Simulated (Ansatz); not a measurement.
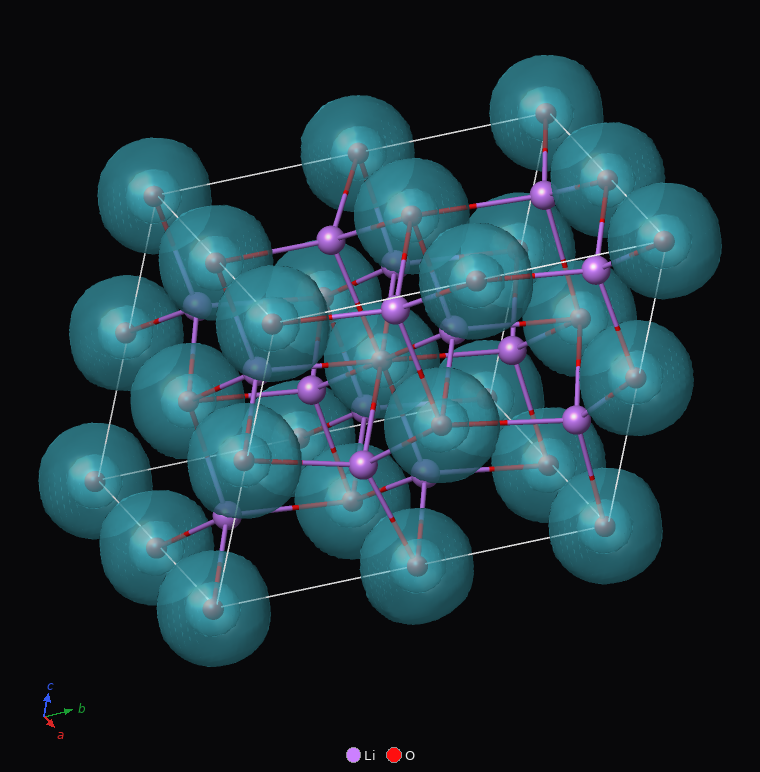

The picture shows: Li$_{15}$O$_{8}$ (cell charge −1, with a compensating background) (cell with a defect). Isosurface of the electron localisation function at 0.75 (cyan), seen slightly off an axis. Core shells and regions of very low density are left out. Sticks mark near contacts.

Level of theory: DFT PBE, scalar-relativistic, plane waves, PAW in Ansatz 0.2.0.

In a PAW calculation such maps are meaningful between the atoms, not at the nuclei.

Q: Where are the electrons localised?

A: The surface consists of eight regions wrapped around O (the valence shell of each), counted in one cell of 23 atoms. Any copies at cell faces, edges or corners count once.

Values along the shortest contacts:
Li–O (1.92 Å): the ELF peaks at about 0.85 in the valence shell of O, 0.6 Å from its nucleus, and falls to about 0.05 next to Li (an ionic contact with no shared pair). Li–O (1.96 Å): the ELF peaks at about 0.80 in the valence shell of O, 0.6 Å from its nucleus, and falls to about 0 next to Li; an ionic contact with no shared pair.
